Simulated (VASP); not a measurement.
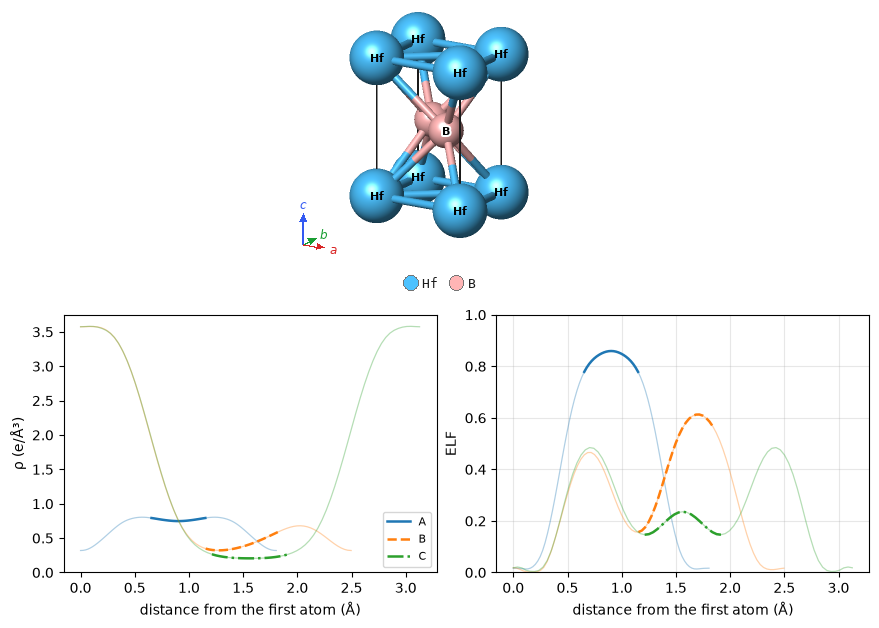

*HfB2. Valence electron density and electron localisation function along straight lines between neighbouring atoms. Thin, pale parts lie inside the atomic spheres. The structure is drawn too.*

Space group P6/mmm; a structure from a database of computed crystals, not necessarily the ambient phase.

Level of theory: Kohn-Sham DFT of a periodic cell, PBEsol, VASP PAW PBE potentials, recommended (VASP).

The density is the valence pseudo-density of a PAW calculation; it isn't the true density close to the nuclei.

```xyz
3
Lattice="3.1273 0.0000 0.0000 -1.5636 2.7083 0.0000 0.0000 0.0000 3.4470" Properties=species:S:1:pos:R:3 pbc="T T T"
Hf    0.0000    0.0000    0.0000
B     0.0000    1.8055    1.7235
B     1.5636    0.9028    1.7235
```

**Which curve belongs to which contact (B–B, Hf–B and Hf–Hf)? The first atom named is at distance zero.**

Curve A: B–B (1.81 Å): ρ at the midpoint is about 0.75 e/Å³; the ELF peaks at about 0.85 between the atoms. Curve B: Hf–B (2.50 Å): ρ is about 0.32 e/Å³ halfway; the ELF peaks at about 0.60 in the valence shell of B, 0.8 Å from its nucleus, and is about 0.20 at the midpoint. Curve C: Hf–Hf (3.13 Å): the density is about 0.21 e/Å³ at the midpoint; the ELF is about 0.25 at the midpoint; no shared electron pair shows on this line.
